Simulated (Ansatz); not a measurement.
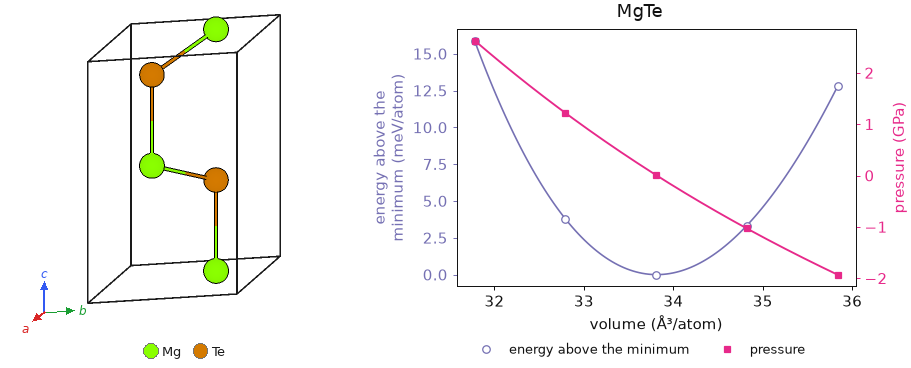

The figure shows the energy above the minimum and pressure against volume for MgTe, space group P6_3mc (No. 186). The conventional cell is drawn beside the plot.

Cell as given: a = 4.577 Å, b = 4.577 Å, c = 7.452 Å, α = 90.00°, β = 90.00°, γ = 120.00°; 4 atoms.

Method: third-order Birch-Murnaghan fit to density functional energies at scaled volumes of the given relaxed cell, shape and atoms relaxed at each volume; energies count from the fitted minimum; plane waves with PAW datasets, Γ-centred k mesh (Ansatz 0.2.0). Level: r2SCAN, no spin polarisation.

```tsv
setting	value
wave cutoff	500 eV
k mesh	6×6×4
occupations	Gaussian
smearing width	0.02 eV
```

### What equilibrium volume and bulk modulus follow from the curve?

A third-order Birch–Murnaghan fit gives V0 = 33.81 Å³/atom, B0 = 37.4 GPa and B′ = 4.1.

### What does the pressure do across the range?

It falls from 2.63 GPa at volume 31.779 Å³/atom to −1.93 GPa at 35.836 Å³/atom, and changes sign near 33.8 Å³/atom.
